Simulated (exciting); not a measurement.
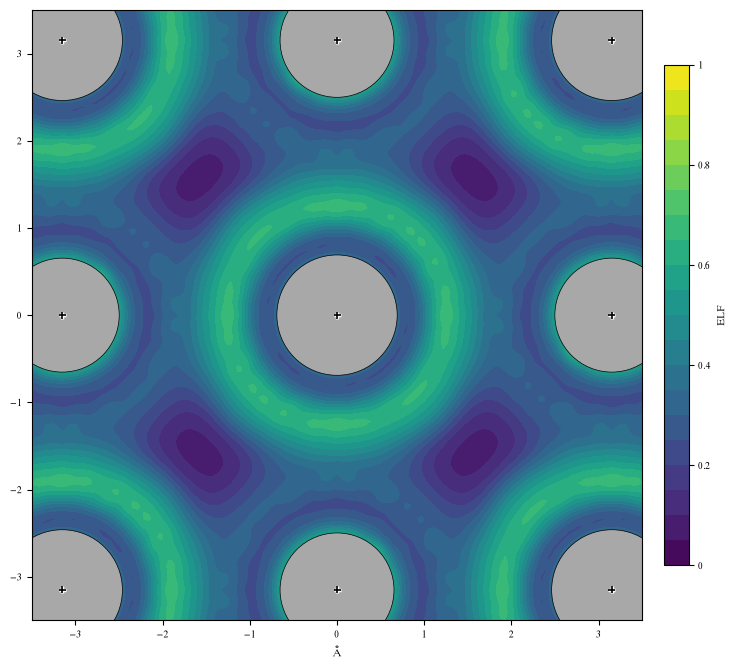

The ELF on a plane through atoms (crosses mark nuclei in the plane; grey discs cover the cores).

All numbers below come from Kohn-Sham DFT of a periodic cell, PBE, all-electron LAPW+lo, shipped species files in exciting sodium.

Candidates:
A. Ti, a = 3.28 Å, b = 3.28 Å, c = 3.28 Å, α = 90.00°, β = 90.00°, γ = 90.00°. Space group Im-3m.
B. Os, a = 2.73 Å, b = 2.73 Å, c = 4.32 Å, α = 90.00°, β = 90.00°, γ = 120.00°. Space group P6₃/mmc.
C. SnTe, a = 6.30 Å, b = 6.30 Å, c = 6.30 Å, α = 90.00°, β = 90.00°, γ = 90.00°. Space group Fm-3m.

Q: Which candidate gave the map?

A: Candidate C: SnTe on the (010) plane of the conventional cell, which holds Te and Sn. Sn–Te (3.15 Å): the ELF peaks at about 0.70 in the valence shell of Te, 1.3 Å from its nucleus, and drops to about 0.25 between the two atoms.
